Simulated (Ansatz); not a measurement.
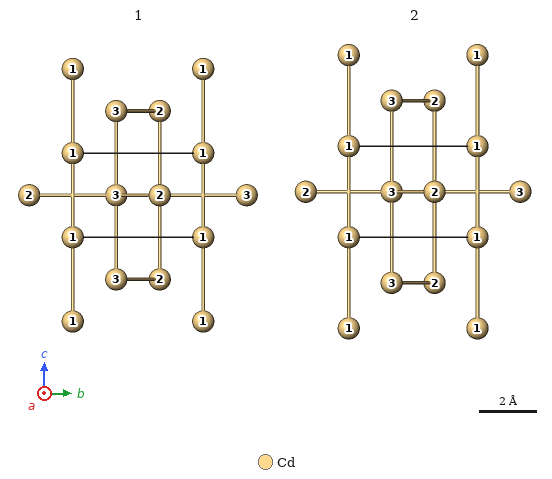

Two geometries of solid Cd (built on the omega_191 type), drawn at one scale. One is the start of a relaxation, the other its converged end. The picture is a ball-and-stick view of the cell of the calculation, seen along the a axis.

Theory: DFT PBE, scalar-relativistic, plane waves, PAW in Ansatz. Settings: plane-wave cutoff 420 eV; k-point mesh 12 × 12 × 14; occupations gaussian; smearing width 0.1 eV; no spin polarisation; cell and atoms relaxed; force threshold 0.01 eV/Å; at most 80 steps.

**Which of the two is the end point?**

Structure 1 is the relaxed one. Case: omega type (P6/mmm, No. 191). Over 8 accepted moves (10 points after the start) the energy falls by 12.9 meV per atom. All forces vanish by symmetry, so only the cell relaxes. Pressure: −1.68 GPa at the start and −0.02 GPa at the end. The line search rejected the trial step at point 7 of the run. The SCF was repeated once at an unchanged geometry on a basis and grid sized afresh for the cell, which shifted the energy by 0.4 meV per atom at most. The atoms keep their places relative to the cell (all moves are under 0.005 Å). Cell: a = b 5.215 → 5.287 Å (+1.4 %), c 3.197 → 2.954 Å (−7.6 %). Volume −5.1 %. Near-neighbour distances that change, for instance: Cd1–Cd1 3.197 → 2.954 Å, Cd2–Cd3 3.011 → 3.052 Å. The space group stays P6/mmm (No. 191). The run took of the order of 2 core-minutes on a shared host.
